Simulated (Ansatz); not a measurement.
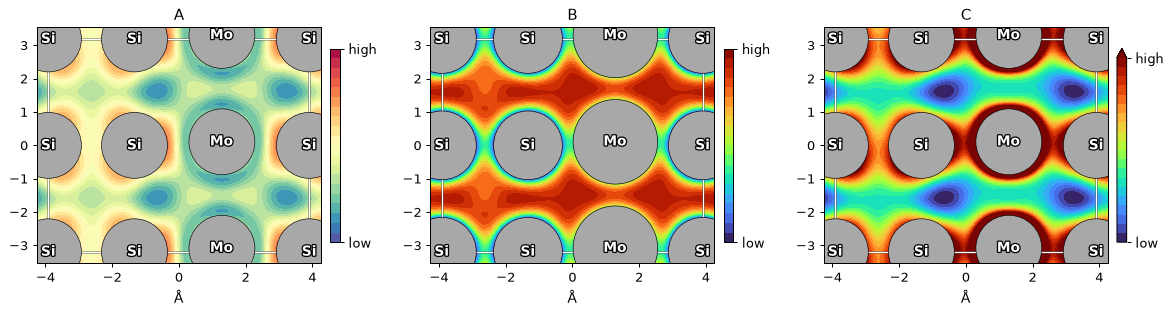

Si2Mo: 3 fields on the (101̄) plane of the conventional cell, with unlabelled colour scales. Grey discs cover the atomic cores.

Space group Fmm2; changed on purpose from its base cell (atom 3 (Mo) moved by (-0.150, +0.000) A along [1 1 0] and z); not relaxed (largest force 1.6 eV/Å); computed without spin polarisation.

Theory: Ansatz, DFT PBEsol, scalar-relativistic, plane waves, PAW.

Question: Which field does each panel show? The fields are: electron localisation function, electrostatic potential energy of an electron and valence pseudo-density.

Answer: Panel A: electron localisation function. Panel B: electrostatic potential energy of an electron (low next to the atoms, rising into the space between them). Panel C: valence pseudo-density. From the grid: Si–Mo (2.62 Å): ρ at the midpoint is about 0.4 e/Å³; the ELF peaks at about 0.80 in the valence shell of Si, 0.9 Å from its nucleus, and is about 0.40 at the midpoint.
